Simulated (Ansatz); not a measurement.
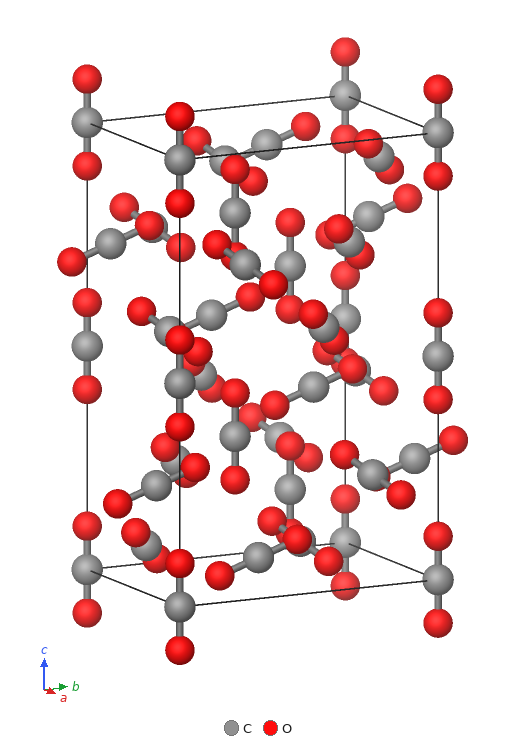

A ball-and-stick rendering, viewed slightly off an axis. The conventional unit cell is drawn as a box. Finite groups of bonded atoms are drawn whole.

CO2, space group R-3c (No. 167), a = 9.672 Å, b = 9.672 Å, c = 11.959 Å, α = 90.00°, β = 90.00°, γ = 120.00°. The initial geometry was a structure listed in the Materials Project. Earlier steps of the study may have refined or changed the cell and positions. A calculation with Ansatz used it as input.

This one geometry was computed with Ansatz (DFT, plane waves, PAW) at four levels of theory: HSE06, PBE, PBE0 and r2SCAN.

Which level gives the highest pressure at this volume, and what does that say about its equilibrium volume?

Answer. Highest: PBE (4.9 GPa), which points to the largest equilibrium volume. Lowest, with the smallest volume: HSE06 (-0.2 GPa) and PBE0 (-0.2 GPa). Levels within 0.5 GPa of each other can't be told apart.

How does the band gap change with the level of theory?

Answer. PBE: a gap of 6.76 eV, indirect; r2SCAN: a gap of 7.36 eV, indirect; HSE06: a gap of 8.50 eV, indirect; PBE0: a gap of 9.28 eV, indirect.

Collect the results in a table.

Answer.
| level | cutoff (eV) | k-mesh of the run's cell | gap (eV) | pressure (GPa) |
| --- | --- | --- | --- | --- |
| HSE06 | 420 | 2×2×2 | 8.50 | -0.2 |
| PBE | 420 | 4×4×4 | 6.76 | 4.9 |
| PBE0 | 420 | 2×2×2 | 9.28 | -0.2 |
| r2SCAN | 500 | 4×4×4 | 7.36 | 0.6 |

Gaps are taken on the k-mesh or band path of each run.
